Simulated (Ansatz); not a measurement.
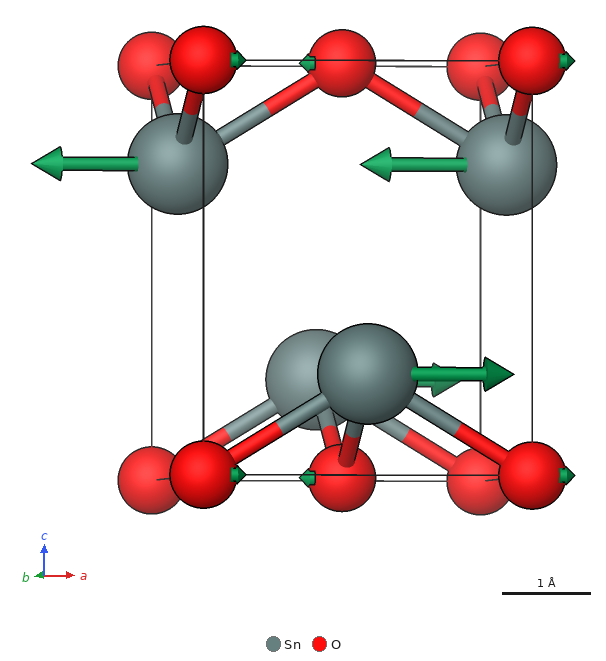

The lowest optical mode of crystalline SnO, space group P4/nmm (No. 129), at the zone centre. Displacements are drawn as green arrows; their common scale and sign are arbitrary. The picture is a ball-and-stick view of the cell of the calculation, seen from a free direction.

All numbers below come from DFT PBEsol, scalar-relativistic, plane waves, PAW (Ansatz).

The input:
```yaml
crystal:
  lattice:
    - [3.8008284495, 0.0, 0.0]
    - [0.0, 3.8008284495, 0.0]
    - [0.0, 0.0, 4.7352583715]
  atoms:
    - { symbol: Sn, position: [0.5, 0.0, 0.2439022707] }
    - { symbol: Sn, position: [0.0, 0.5, 0.7560977293] }
    - { symbol: O, position: [0.0, 0.0, 0.0] }
    - { symbol: O, position: [0.5, 0.5, 0.0] }
basis:
  ecutwfc: 420
kpoints:
  mp_grid: { grid: [12, 12, 10] }
hamiltonian:
  xc: pbesol
scf:
  occupations: { method: fermi_dirac, width: 0.15 }
output:
  eigenvalues: true
phonons:
  method: dfpt
  eigenvectors: true
```

Command:
```bash
ansatz run input.yaml --threads 1 --pin off --max-ram 4096MiB --backend cpu --events-out ev --progress --plain --runs-dir out
```

The frequencies depend somewhat on the k-mesh and the smearing.

Is this crystal at a minimum with respect to the drawn distortion?

Answer. Yes: this softest mode has a real frequency, and so have all others here. That speaks for this wave vector alone: the rest of the zone wasn't checked in this run. This is the E_g mode (doubly degenerate; one member of the set is drawn) at 113 cm⁻¹, the lowest optical level, Raman-active by symmetry. All motion is along a; atoms of one kind move against one another, with no net shift of any sublattice.
